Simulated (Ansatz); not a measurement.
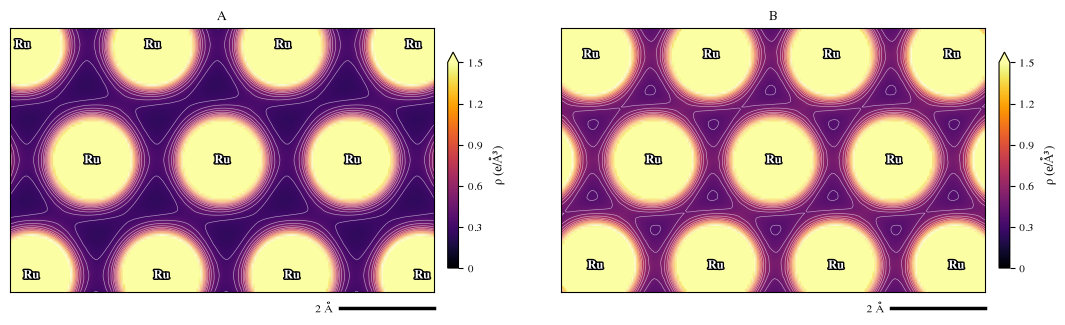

Ru. The valence pseudo-density of two cells that differ in size and shape, on the (100) plane of each (indices in the axes of the calculation cell), at one length scale and on one colour scale: A has 16.0 Å³ an atom and B 12.3.

Method: DFT PBE, scalar-relativistic, plane waves, PAW in Ansatz 0.2.0.

In a PAW calculation such maps are meaningful between the atoms, not at the nuclei.

The larger cell:

```
Ru
1.0
    -0.06668    1.96700    1.96700
     1.96700   -0.06668    1.96700
     1.96700    1.96700   -0.06668
Ru
1
Cartesian
  0.0000 0.0000 0.0000
```

The smaller cell: a = 2.570 Å, b = 2.570 Å, c = 2.570 Å, α = 61.21°, β = 61.21°, γ = 61.21°.

Q: What does the compression do to the bonding and the properties?

A: From the larger cell to the smaller, Ru–Ru goes from 2.78 to 2.57 Å, and the density at its midpoint from 0.33 to 0.49 e/Å³; the pressure goes from −30 to 47 GPa.
